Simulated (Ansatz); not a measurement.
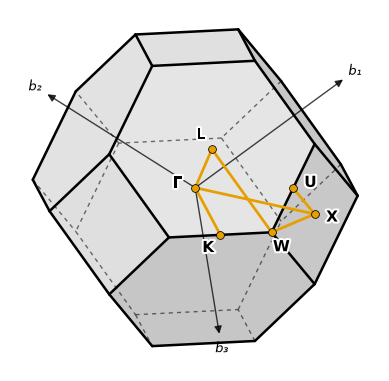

Crystal: ZrO2, a calculation's input that goes back to an entry of the Crystallography Open Database (an earlier step may have relaxed or displaced it). The first Brillouin zone and its special points. Geometry calculated from the standardised cell; symmetry tolerance 0.002 Å.

Space group Fm-3m, No. 225; a = 5.070 Å, b = 5.070 Å, c = 5.070 Å, α = 90.00°, β = 90.00°, γ = 90.00°.

Labels and path follow the convention of Hinuma et al. (2017), as computed by seekpath; the arrows show the directions of the reciprocal primitive vectors b₁, b₂, b₃, in which coordinates are given; lengths include the factor 2π.

List the special points with their coordinates and distances from Γ.

Answer.
```json
{"point": "Γ", "k₁": "0", "k₂": "0", "k₃": "0", "length of k (1/Å)": "0.000"}
{"point": "X", "k₁": "1/2", "k₂": "0", "k₃": "1/2", "length of k (1/Å)": "1.239"}
{"point": "L", "k₁": "1/2", "k₂": "1/2", "k₃": "1/2", "length of k (1/Å)": "1.073"}
{"point": "W", "k₁": "1/2", "k₂": "1/4", "k₃": "3/4", "length of k (1/Å)": "1.386"}
{"point": "K", "k₁": "3/8", "k₂": "3/8", "k₃": "3/4", "length of k (1/Å)": "1.314"}
{"point": "U", "k₁": "5/8", "k₂": "1/4", "k₃": "5/8", "length of k (1/Å)": "1.314"}
```

What is the zone's volume?

Answer. (2π)³ over the primitive cell's volume of 32.58 Å³: 7.61 Å⁻³.
